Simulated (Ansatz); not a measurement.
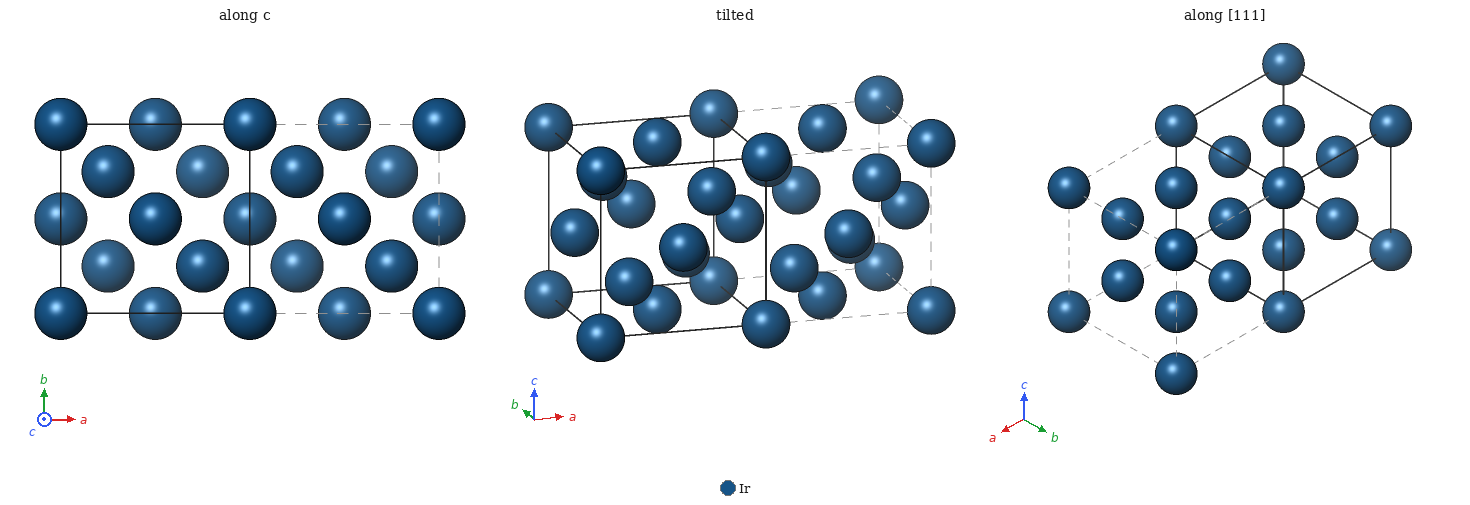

Drawn in the spheres-only manner and seen along the c axis, slightly off an axis and along [111]. The picture spans 2×1×1 cells, one conventional unit cell being drawn with solid lines. Cell: a = 5.505 Å, b = 5.505 Å, c = 5.505 Å, α = 90.00°, β = 90.00°, γ = 90.00°.

Describe the arrangement of the atoms.

The element is iridium. The atoms follow space group Fd-3m (No. 227); the Bravais lattice is face-centred cubic. It belongs to the family called diamond. The cell holds eight atoms. The Ir atoms are each bonded to four Ir in a tetrahedral arrangement at about 2.4 Å.

The structure was taken from a structure listed in the Materials Project, with elements exchanged, so it need not be a known form of the compound. The geometry was optimised with DFT PBEsol, scalar-relativistic, plane waves, PAW in Ansatz 0.2.0.
